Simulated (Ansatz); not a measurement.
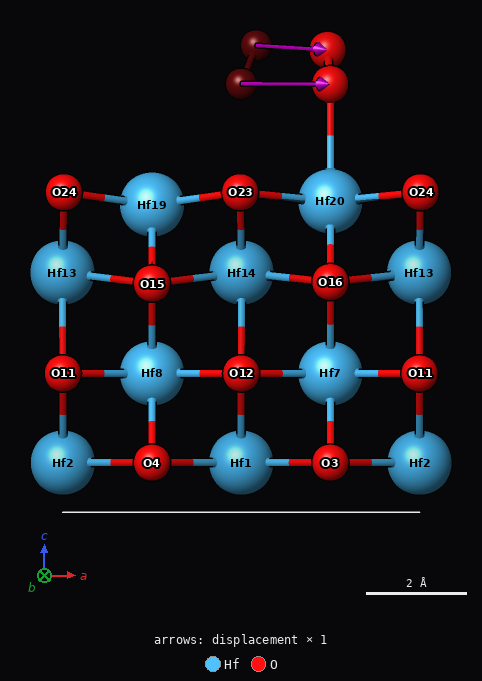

This is a constrained relaxation of a slab of composition Hf4O9 (cut from the Fm-3m phase). The starting structure is drawn faded, the final one solid; purple arrows show the displacements, at their true length.

The picture is a ball-and-stick view of the cell of the calculation, outlined in the plane, without the vacuum (origin shifted), seen along the b axis.

Case: 1 O2 a cell, tilted, over a top O site. The slab is the (1 1 0) face of HfO2 with O2 on it. 12 atoms are held fixed.

Method: Ansatz 0.2.0, DFT PBE+D3(BJ), scalar-relativistic, plane waves, PAW. Set-up: plane-wave cutoff 420 eV; k-point mesh 2 × 3 × 1; occupations gaussian; smearing width 0.05 eV; collinear spin; dipole correction; atoms relaxed in a fixed cell; force threshold 0.04 eV/Å; at most 100 steps.

What happened in the run?

The largest move is that of an O atom, 2.18 Å within the plane. By element the largest moves are O 2.18 Å, Hf 0.06 Å. The cell stays as it was. Near-neighbour distances that change, for instance: Hf–O 3.250 → 2.357 Å, Hf–Hf 3.407 → 3.463 Å, Hf–O 2.030 → 2.069 Å, Hf–O 2.119 → 2.080 Å. New bonds form: Hf–O (3.25 → 2.36 Å). Among the angles between lasting bonds that change: O–Hf–O 166.9° → 170.5°, O–Hf–O 116.2° → 114.2°. The energy falls by 0.696 eV per cell of the calculation in 19 geometry steps. Largest force component: 1.6 eV/Å at the start, 0.031 eV/Å at the end. The run took 7.3 min on 8 threads of Intel(R) Xeon(R) 6975P-C (Granite Rapids), on a shared host, peak memory 4.6 GiB.

Limits of the set-up: the k-point mesh is coarse for a cell with partly filled bands; the periodic images lie only 5.1 Å apart, so the values are limited by the cell's size.
